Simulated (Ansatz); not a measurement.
TiTe2, space group P-3m1 (No. 164), a = 3.777 Å, b = 3.777 Å, c = 6.498 Å, α = 90.00°, β = 90.00°, γ = 120.00°

```json
{"site": "Ti", "Wyckoff": "1a", "x": "0.0000", "y": "0.0000", "z": "0.0000"}
{"site": "Te", "Wyckoff": "2d", "x": "0.6667", "y": "0.3333", "z": "0.2628"}
```

Source: a calculation's input that goes back to an entry of the Crystallography Open Database (an earlier step may have relaxed or displaced it).

Question: Describe the coordination of Ti.

Answer: TiTe6: a slightly distorted octahedron (coordination number 6, S = 0.24; next best trigonal prism, S = 15.5). Bonds: 6 × Ti–Te 2.77 Å. The next neighbour, not counted, lies at 3.78 Å.

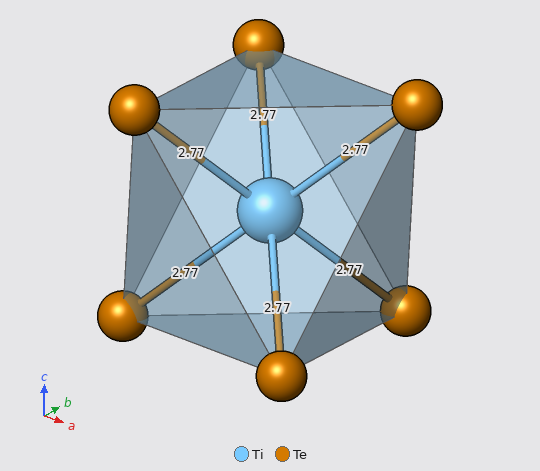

The polyhedron about Ti. Continuous shape measures are computed against ideal polyhedra (0 is ideal; above about 3 the distortion is strong).
